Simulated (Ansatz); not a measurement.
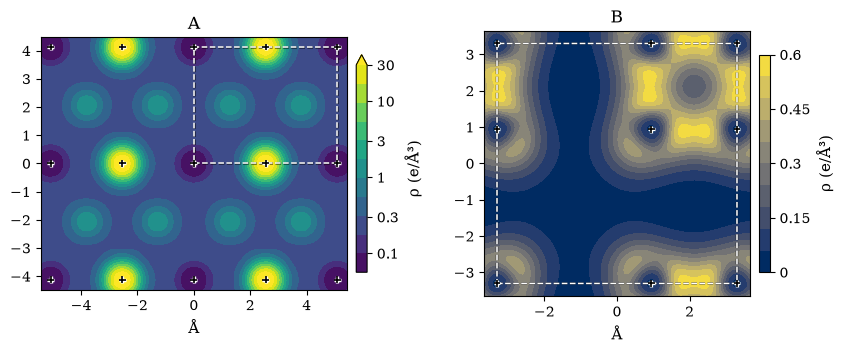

The valence pseudo-density of 2 systems, each on a plane through atoms (crosses mark nuclei in the plane).

Theory: DFT LDA, scalar-relativistic, plane waves, PAW in Ansatz 0.2.0.

System 1: Si, the (001) plane of the conventional cell. Space group I4/mmm; a structure from a database of computed crystals, not necessarily the ambient phase.

System 2: AlCu₃, the (100) plane of the conventional cell. Space group P6₃/mmc; a structure from a database of computed crystals, not necessarily the ambient phase; computed without spin polarisation.

```yaml
crystal:
  lattice:
    - [5.08051, 0.00000, 0.00000]
    - [-2.54025, 4.39985, 0.00000]
    - [0.00000, 0.00000, 4.12978]
  atoms:
    - { symbol: Al, position: [0.66667, 0.33333, 0.25000] }
    - { symbol: Al, position: [0.33333, 0.66667, 0.75000] }
    - { symbol: Cu, position: [0.33036, 0.16518, 0.75000] }
    - { symbol: Cu, position: [0.83482, 0.16518, 0.75000] }
    - { symbol: Cu, position: [0.83482, 0.66964, 0.75000] }
    - { symbol: Cu, position: [0.66964, 0.83482, 0.25000] }
    - { symbol: Cu, position: [0.16518, 0.83482, 0.25000] }
    - { symbol: Cu, position: [0.16518, 0.33036, 0.25000] }
```

> Match each panel to its system.

Panel A is system 2, AlCu₃: the plane holds Al and Cu. Al–Cu (2.54 Å): ρ is about 0.29 e/Å³ halfway, with its minimum of 0.23 e/Å³ about 1.0 Å from Al. Panel B is system 1, Si: the plane holds Si.
